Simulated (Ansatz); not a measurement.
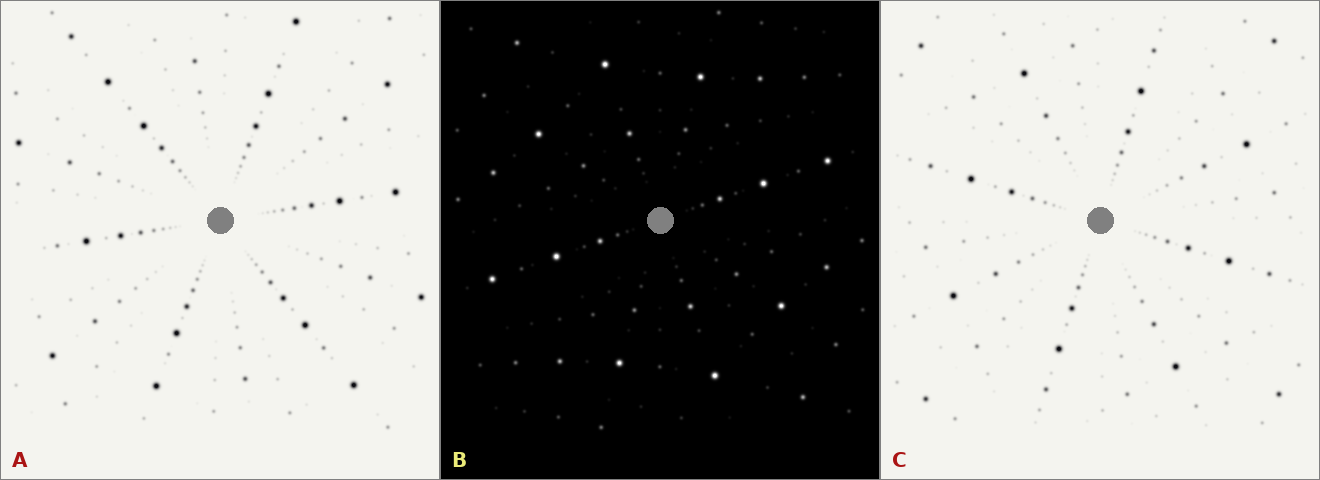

Simulated back-reflection Laue patterns (white X-rays, 0.45 to 2.2 Å, flat plate covering ±45° about the beam, kinematic intensities, seen from the source). Crystal: Ta, space group Fm-3m (No. 225), a = 4.219 Å. Structure: the input geometry of an electronic-structure calculation (not necessarily at equilibrium); the starting structure was generated, so it need not be a known form of this composition.

| atom | site | symmetry | x | y | z |
| --- | --- | --- | --- | --- | --- |
| Ta | 4a | m-3m | 0.0000 | 0.0000 | 0.0000 |

### The directions [001], [110], [111] point towards the source, in some order. Which is which?

A: [111], symmetry 3m (a threefold axis with three mirror lines). B: [110], symmetry 2mm (a twofold axis with two mirror lines). C: [001], symmetry 4mm (a fourfold axis with mirror lines). The Laue class is m-3m.
